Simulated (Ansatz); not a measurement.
```cif
data_structure
_symmetry_space_group_name_H-M 'P 1'
_symmetry_Int_Tables_number 1
_cell_length_a 4.0558
_cell_length_b 4.0558
_cell_length_c 4.9320
_cell_angle_alpha 90.000
_cell_angle_beta 90.000
_cell_angle_gamma 120.000
_cell_volume 70.26
loop_
_atom_site_label
_atom_site_type_symbol
_atom_site_fract_x
_atom_site_fract_y
_atom_site_fract_z
_atom_site_occupancy
Al1 Al 0.00000 0.00000 0.00000 1
Al2 Al 0.33333 0.66667 0.35086 1
Al3 Al 0.66667 0.33333 0.64914 1
Cu1 Cu 0.33333 0.66667 0.84151 1
Cu2 Cu 0.66667 0.33333 0.15849 1
```

Space group P-3m1; a structure from a database of computed crystals, not necessarily the ambient phase; computed without spin polarisation.

Level of theory: DFT LDA, scalar-relativistic, plane waves, PAW (Ansatz).

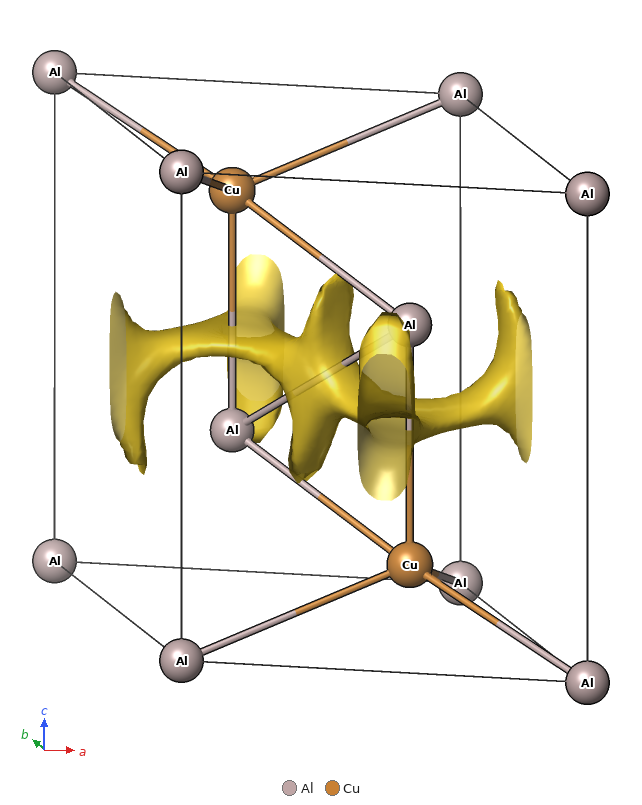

Al3Cu2. Isosurface of the electron localisation function at 0.65 (yellow), seen slightly off an axis. Only the valence region is drawn (cores and ρ < 0.01 e/Å³ removed). Sticks mark near contacts.

> Where are the electrons localised?

The ELF exceeds this value in sheets that run through the cell in two directions, counted in one cell of 5 atoms. Any copies at cell faces, edges or corners count once.

Values along the shortest contacts:
Al–Cu (2.42 Å): the ELF peaks at about 0.70 between the atoms. Al–Al (2.77 Å): the ELF peaks at about 0.70 between the atoms.
